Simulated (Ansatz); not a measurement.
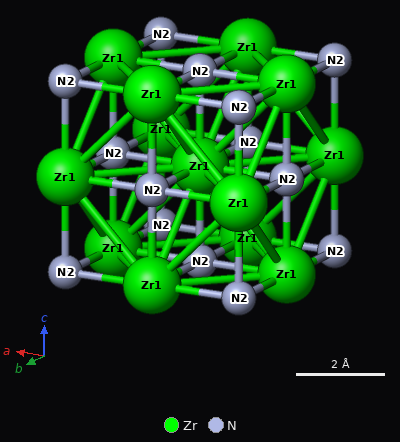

*The structure (ball-and-stick view of the cell 4 times as large as that of the calculation, set on its symmetry axes, seen at an oblique angle; atoms are numbered from 1 in the order of the input).*

Near neighbours in the crystal (not all of them lie inside the picture): Zr has 6 N at 2.28 Å and 12 Zr at 3.22 Å; N has 6 Zr at 2.28 Å.

## ZrN: single-point calculation

ZrN (Fm-3m, 2 atoms in the cell), computed with DFT, LDA, plane waves, PAW, no spin polarisation (Ansatz 0.2.0).

The structure was built on a prototype by a generator; it need not be a known phase. Figures and captions count atoms from 1; the log counts them from 0 in places.

Output:
```
Warning: crystal.symmetry: narrowed to the stabiliser of the k-point mesh — unitary ops 48 → 12; excluded 36 operations that carry a point of the 12×12×12 mesh (shift [0.5, 0.5, 0.5]) off the mesh (the run samples exactly the mesh kpoints.mp_grid names, as under crystal.symmetry.detect: false, and its converged state has the mesh's symmetry, not the crystal's; ε∞, the Born charges and the force constants of a linear response (`dielectric:` by the response, `phonons.method: dfpt`) are averaged over those of the crystal's operations that the state keeps within a tolerance, where `mesh_tensors`, `unaveraged_element` or `gamma_mean_max_change_ev_ang2` stands beside them; a row that `dielectric.field_direction` solves alone is averaged likewise, with nothing beside; a Γ-centred mesh of equal divisions is mapped onto itself by every operation and keeps the whole group, as does a half-shifted one under kpoints.further_shifts: images)
Engine: ansatz 0.2.0, aarch64-unknown-linux-gnu
Pseudopotentials: kind: paw
Pseudopotential: Zr, paw, valence charge 12, recommended cutoff 420 eV (normal), Zr.paw.azcp
Pseudopotential: N, paw, valence charge 5, recommended cutoff 420 eV (normal), N.paw.azcp
Functional definition: SPW92
  exchange = slater_x
  correlation = pw_c
Crystal: 2 atoms, lattice volume = 23.575 Å³
Basis set: ecut = 800 eV, 1243 PW (Γ)
Bands: 13, of which v1, the nominal top of the filled ones, is band 9 counted from 1 (8 counted from 0)
Symmetry: 12 space group operations
k-points: 182 of 1728
Non-local potential: Zr, projectors of the file, l = 0: 3, l = 1: 2, l = 2: 2, l = 3: 2
Non-local potential: N, projectors of the file, l = 0: 2, l = 1: 2, l = 2: 1
PAW form: soft (Blöchl's): semilocal exchange-correlation on the pseudo side does not see the compensation charge
PAW frozen core: Zr, regenerated for the run's functional, and the local potential with it (the file was generated under x = pbe(κ = 0.804, μ = 0.2195149727645171), c = pbe(β = 0.06672455060314922))
PAW frozen core: N, regenerated for the run's functional, and the local potential with it (the file was generated under x = pbe(κ = 0.804, μ = 0.2195149727645171), c = pbe(β = 0.06672455060314922))
PAW one-centre angular grid: Zr, 590 points (default); XC on 64 Gauss nodes
PAW one-centre angular grid: N, 110 points (default); XC on 64 Gauss nodes
Initial density: superposition of atomic densities (neutral atoms: chi_scale 0, normalization atom), corrected by the library's trained network
Initial wavefunctions: pseudopotential atomic-orbital guess
Functional: x = slater, c = lda
SCF iter   1: F=—  HF=-4455.344631 eV  |F-HF|=—  |Δ(HF+E_count)|=         —  Δρ=8.58e-3  dr2=1.58e-2  ethr=1.77e-3  ⟨swp⟩=5.1  Hψ=11836  notcnv=0
preconditioner: auto → none  [metal: Δε(μ)=0.030 eV  Ē_g=18.893 eV  σ=0.050 eV  W_gap=0.33  n_scr=8 (ndim 8)  ℏωp=29.6 eV  f_vac=0.000  D(μ)=0.76/eV (n_scr^D=8)  sad-step TF]
SCF iter   2: F=—  HF=-4455.342610 eV  |F-HF|=—  |Δ(HF+E_count)|=   2.02e-3  Δρ=5.39e-3  dr2=7.07e-3  ethr=9.32e-5  ⟨swp⟩=1.4  Hψ=3903  notcnv=0
SCF iter   3: F=—  HF=-4455.341121 eV  |F-HF|=—  |Δ(HF+E_count)|=   1.49e-3  Δρ=7.94e-4  dr2=6.05e-5  ethr=4.16e-5  ⟨swp⟩=2.1  Hψ=2810  notcnv=0  defer=2
SCF iter   4: F=—  HF=-4455.341098 eV  |F-HF|=—  |Δ(HF+E_count)|=   2.36e-5  Δρ=1.31e-4  dr2=2.61e-6  ethr=3.56e-7  ⟨swp⟩=2.2  Hψ=3790  notcnv=0  defer=2
SCF iter   5: F=—  HF=-4455.341097 eV  |F-HF|=—  |Δ(HF+E_count)|=   7.14e-7  Δρ=4.86e-5  dr2=5.89e-7  ethr=1.54e-8  ⟨swp⟩=1.8  Hψ=2704  notcnv=0  defer=2
SCF iter   6: F=-4455.341097 eV  HF=-4455.341097 eV  |F-HF|=4.08e-8  |Δ(HF+E_count)|=   2.02e-7  Δρ=1.57e-5  dr2=4.76e-8  ethr=5.88e-10  ⟨swp⟩=7.5  Hψ=14822  notcnv=0
SCF 1 converged in 6 iterations: F = -4455.341097 eV  dr2 = 4.76e-8
  greatest PAW one-centre occupation: 0.997 electrons in one spin orbital (limit 2), on the Zr atom at site 0 (counted from 0), in its partial waves of l = 0
```

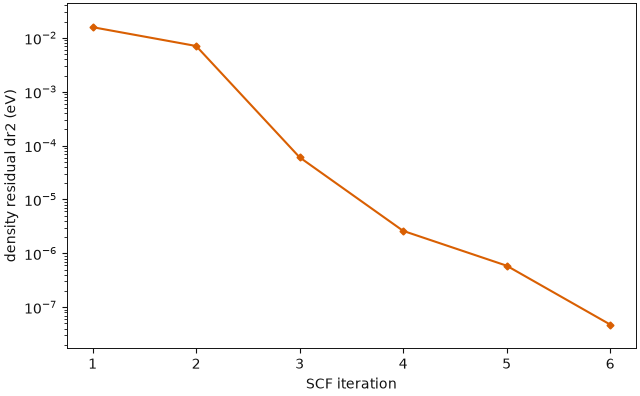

*Convergence of the self-consistent field: density residual dr2 against the SCF iteration.*

The residual falls at every step.

```
SCF converged after 6 iterations
Free energy (F): -4455.341097 eV
Harris-Foulkes:  -4455.341097 eV  (|F-HF|=4.08e-8)
Internal energy: -4455.340153 eV  (E = F + TS)
E sigma→0 (E₀):  -4455.340625 eV
Entropy (-TS):   -0.000944 eV (-0.472 meV/atom)
Fermi energy:    17.736883 eV
--- Per-component energies (eV) ---
  E_band       = -23.015580
  E_kinetic    = 468.542286
  E_local      = -615.249395  (includes V_loc(G=0)·N_el)
  E_nonlocal   = 128.821019
  E_hartree    = 183.889503
  E_xc         = -222.738765
  E_vxc        = -270.263887  (∫ρ·V_xc dr)
  E_paw        = -2966.556743  (= ΣΔE_a)
  E_vpaw       = -102.640030  (= ΣTr[D̂ρ^β])
  E_aug_tail   = 0.000000  (compensation charges beyond the density's cutoff)
  E_ewald      = -1432.498501
  E_core_change = 0.450445  (= ΣΔE_core)
  E_smearing   = -0.000944  (= −TS)
  E_closure    = -0.000000  (closes the sum)
  Σ components = -4455.341097   (vs F -4455.341097, Δ=0.00e0)
--- Forces (eV/Å), atoms counted from 1 ---
  atom   1  Zr     0.00000000    -0.00000000     0.00000000
  atom   2  N     -0.00000000     0.00000000    -0.00000000
  max |Σ_I F_I| component: 2.45e-29 eV/Å
--- Stress (GPa, compression-positive) ---
       -4.860312      -0.240599      -0.240599
       -0.240599      -4.860312      -0.240599
       -0.240599      -0.240599      -4.860312
  P = ⅓ Tr σ = -4.8603 GPa (-48.603 kbar)
--- Band table (eV; the first three rows and the last of 182) ---
  k-point 0: bands = ["-31.5961", "-9.2677", "-9.2425", "-9.2425", "1.6537", "14.9377", "14.9870", "14.9870", "17.3852", "17.3852", "17.3904", "19.5138", "19.5138"]
  k-point 1: bands = ["-31.5824", "-9.3827", "-9.2692", "-9.2433", "1.8512", "14.1718", "14.3975", "14.6931", "17.5181", "17.5409", "17.9001", "19.8344", "20.4113"]
  k-point 2: bands = ["-31.5515", "-9.6470", "-9.2982", "-9.2581", "2.2915", "13.0185", "13.5815", "13.9238", "17.8892", "18.0200", "18.5790", "20.9114", "21.7783"]
  k-point 181: bands = ["-31.4355", "-10.4783", "-9.4017", "-9.3537", "3.8787", "10.1694", "12.0441", "12.1101", "20.4169", "20.7307", "20.8754", "23.3332", "25.5397"]
```

File rho_z.tsv:
```
# z_ang	rho[e/angstrom^3]
# format = ansatz-planar-average/11
# lattice	0.000000000	2.275823971	2.275823971
# lattice	2.275823971	0.000000000	2.275823971
# lattice	2.275823971	2.275823971	0.000000000
# sites	2
# site	40	2.275823971	2.275823971	2.275823971
# site	7	0.000000000	0.000000000	0.000000000
0.000000	6.821313e-1
0.107283	6.753825e-1
0.214567	6.552214e-1
0.321850	6.236171e-1
0.429133	5.875155e-1
0.536417	5.590255e-1
0.643700	5.512596e-1
0.750984	5.726863e-1
0.858267	6.235203e-1
0.965550	6.958628e-1
1.072834	7.765514e-1
1.180117	8.511937e-1
1.287400	9.088943e-1
1.394684	9.457210e-1
1.501967	9.643143e-1
1.609251	9.697072e-1
1.716534	9.643143e-1
1.823817	9.457210e-1
1.931101	9.088943e-1
2.038384	8.511937e-1
2.145667	7.765514e-1
2.252951	6.958628e-1
2.360234	6.235203e-1
2.467518	5.726863e-1
2.574801	5.512596e-1
2.682084	5.590255e-1
2.789368	5.875155e-1
2.896651	6.236171e-1
3.003934	6.552214e-1
3.111218	6.753825e-1
```

File v_z.tsv:
```
# z_ang	v_es[eV]	v_tot[eV]
# format = ansatz-planar-average/11
# xc	lda
# density_cutoff_ev	3200
# datasets	Zr=:simpson_from_first_knot:soft:shift=-1684182	N=:simpson_from_first_knot:soft:shift=-528844
# lattice	0.000000000	2.275823971	2.275823971
# lattice	2.275823971	0.000000000	2.275823971
# lattice	2.275823971	2.275823971	0.000000000
# sites	2
# site	40	2.275823971	2.275823971	2.275823971
# site	7	0.000000000	0.000000000	0.000000000
0.000000	8.796886e0	-3.611379e0
0.107283	8.905605e0	-3.497288e0
0.214567	9.203100e0	-3.186487e0
0.321850	9.606262e0	-2.770151e0
0.429133	9.978109e0	-2.397055e0
0.536417	1.014133e1	-2.257703e0
0.643700	9.906317e0	-2.552991e0
0.750984	9.149989e0	-3.413224e0
0.858267	7.862634e0	-4.849509e0
0.965550	6.156909e0	-6.740253e0
1.072834	4.284456e0	-8.814144e0
1.180117	2.519291e0	-1.077229e1
1.287400	1.011586e0	-1.244138e1
1.394684	-1.458389e-1	-1.371434e1
1.501967	-8.733990e-1	-1.450841e1
1.609251	-1.122115e0	-1.477835e1
1.716534	-8.733990e-1	-1.450841e1
1.823817	-1.458389e-1	-1.371434e1
1.931101	1.011586e0	-1.244138e1
2.038384	2.519291e0	-1.077229e1
2.145667	4.284456e0	-8.814144e0
2.252951	6.156909e0	-6.740253e0
2.360234	7.862634e0	-4.849509e0
2.467518	9.149989e0	-3.413224e0
2.574801	9.906317e0	-2.552991e0
2.682084	1.014133e1	-2.257703e0
2.789368	9.978109e0	-2.397055e0
2.896651	9.606262e0	-2.770151e0
3.003934	9.203100e0	-3.186487e0
3.111218	8.905605e0	-3.497288e0
```

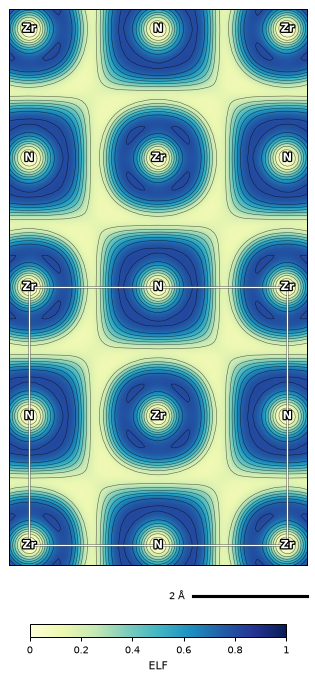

*Electron localisation function on the (100) plane of the conventional cell.*

Atoms in the plane: Zr and N. Zr–N (2.28 Å): the ELF peaks at about 0.80 in the valence shell of N, 0.7 Å from its nucleus, and drops to about 0.15 between the two atoms (no shared pair; the contact is polar). Zr–Zr (3.22 Å): the ELF is about 0.15 at the midpoint; no localised pair between them. The strong features right at Zr lie inside the PAW spheres (semicore, d or f shells) and say nothing about bonding. In a PAW calculation such maps are meaningful between the atoms, not at the nuclei.

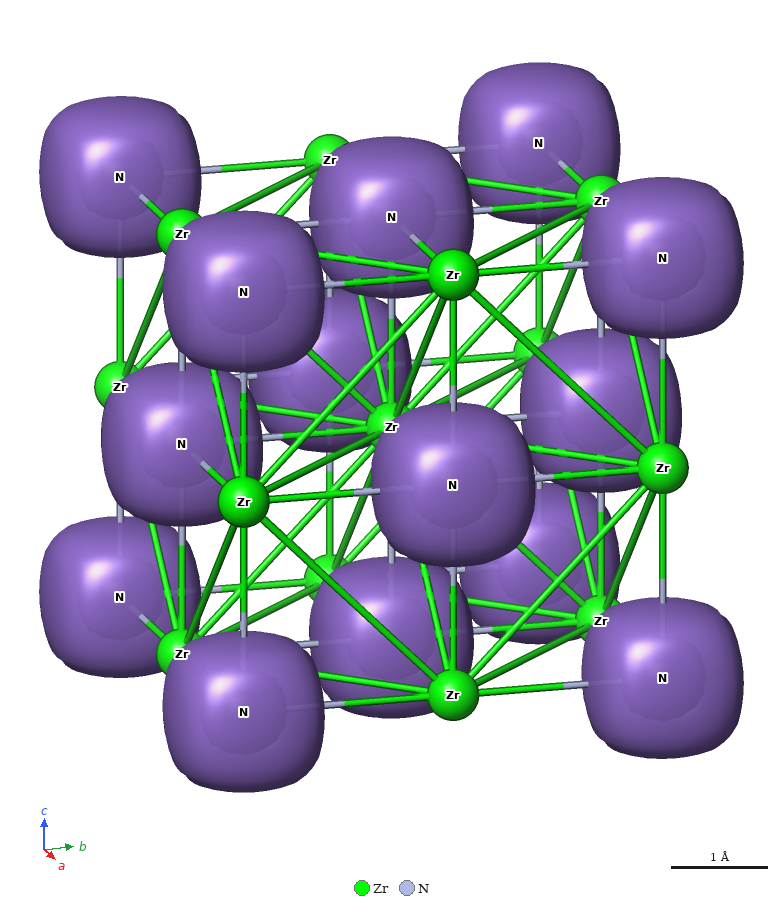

*Isosurface of the electron localisation function at 0.7 (purple), seen slightly off an axis. Core shells and regions of very low density are left out. Sticks mark near contacts. The outline is the cell set on symmetry axes.*

Values along the shortest contacts: Zr–N (2.28 Å): the ELF peaks at about 0.80 in the valence shell of N, 0.7 Å from its nucleus, and drops to about 0.15 between the two atoms (a polar contact without a shared pair, in a metal). Zr–Zr (3.22 Å): the ELF is about 0.15 at the midpoint (no shared electron pair).

The run was set up as follows.

The input:
```yaml
crystal:
  lattice:
    - [0.0, 2.2758239707, 2.2758239707]
    - [2.2758239707, 0.0, 2.2758239707]
    - [2.2758239707, 2.2758239707, 0.0]
  atoms:
    - { symbol: Zr, position: [0.5, 0.5, 0.5] }
    - { symbol: "N", position: [0.0, 0.0, 0.0] }
basis:
  ecutwfc: "800 eV"
  ecutrho_ratio: 4
kpoints:
  mp_grid: { grid: [12, 12, 12], shift: [0.5, 0.5, 0.5] }
hamiltonian:
  xc: lda
scf:
  occupations: { method: gaussian, width: 0.05 }
output:
  forces: true
  stress: true
  write_density: true
  write_potential: true
  elf: true
  volumetric_format: npy
```

Launch command:
```bash
ansatz run input.yaml --threads 4 --pin off --max-ram 4096MiB --backend cpu --events-out ev --progress --plain --runs-dir out
```

Summary:

- outcome: converged
- space group (tolerance 0.01 Å): Fm-3m (225)
- electrons treated: 17
- free energy: −4455.3411 eV
- Fermi energy: 17.737 eV
- pressure: −4.86 GPa
- largest force (length of the vector): under 0.001 eV/Å
- hardware: 4 threads of an Arm (aarch64) CPU, shared host
- wall time: 5 s (CPU time 18 s)
- peak memory: 0.5 GiB

Settings chosen away from the usual ones: basis.ecutwfc = "800 eV", kpoints.mp_grid.shift = [0.5, 0.5, 0.5], hamiltonian.xc = "lda". The program warns: the k-point mesh lowers the symmetry that the run can use. The cell holds an odd number of electrons but the run has no spin polarisation, so it comes out as a metal.
